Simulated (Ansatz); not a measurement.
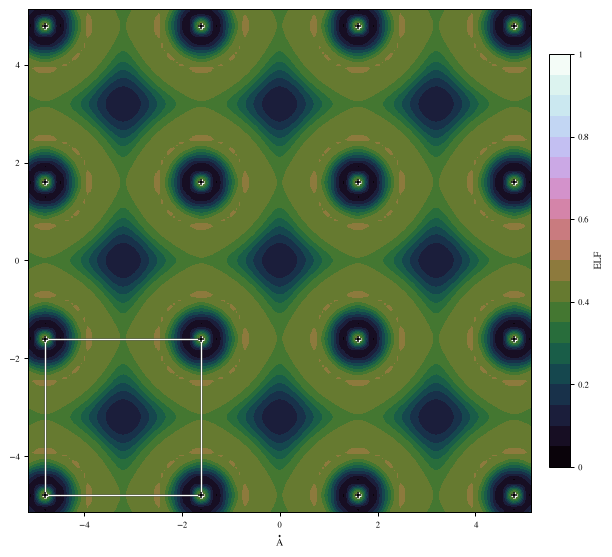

The ELF on a plane through atoms (crosses mark nuclei in the plane).

Theory: DFT, LDA (PW92), plane waves (420 eV) with PAW, scalar-relativistic (Ansatz 0.2.0).

Candidates:
A. Ru, a = 5.28 Å, b = 5.28 Å, c = 5.28 Å, α = 90.00°, β = 90.00°, γ = 90.00°. Space group Fd-3m; set up as Ru, diamond; a generated structure, not necessarily the stable one; changed on purpose from its base cell (volume × 0.96); computed pressure about 9 GPa in this cell; computed without spin polarisation.
B. Bi, a = 3.20 Å, b = 3.20 Å, c = 3.20 Å, α = 90.00°, β = 90.00°, γ = 90.00°. Space group Pm-3m; set up as Bi, simple cubic; a generated structure, not necessarily the stable one; computed without spin polarisation.
C. Ge, a = 2.71 Å, b = 6.96 Å, c = 3.75 Å, α = 90.00°, β = 110.95°, γ = 90.00°. Space group C2/c; set up as Ge, beta-Sn type; a generated structure, not necessarily the stable one; changed on purpose from its base cell (volume × 0.92); computed pressure about 8 GPa in this cell.

Which candidate gave the map?

Answer. Candidate B: Bi on the (001) plane of the conventional cell, which holds Bi. Bi–Bi (3.20 Å): the ELF is about 0.40 at the midpoint.
